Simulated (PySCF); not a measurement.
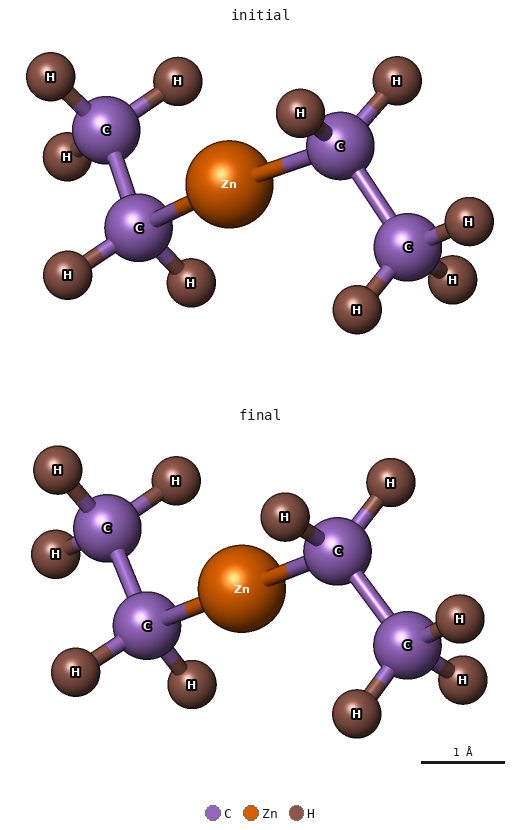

The structure of C4H10Zn before (top) and after (bottom) a relaxation, at one scale.

The picture is a ball-and-stick view, seen from a free direction.

The start comes from GFN2-xTB. Its atoms were then displaced at random by about 0.01 Å.

All numbers below come from PySCF, PBE0-D3(BJ)/def2-SVP geometry optimisation, gas phase. 

### Summarise the run.

The atom that moves furthest after the best rigid fit is an H atom (0.29 Å). By element the largest moves are H 0.29 Å, Zn 0.23 Å, C 0.16 Å. Among the contacts that change: C–Zn 2.127 → 1.961 Å, C–Zn 2.063 → 1.961 Å, C–H 1.063 → 1.104 Å, C–C 1.497 → 1.528 Å. Bond angles that change, for instance: C–Zn–C 170.5° → 179.6°, C–C–Zn 110.4° → 115.8°, C–C–H 107.7° → 112.3°. After 6 geometry steps the energy has fallen by 8.62 kcal/mol. Cost: 56 s on 1 thread of Arm Neoverse V1, with other jobs on the host.
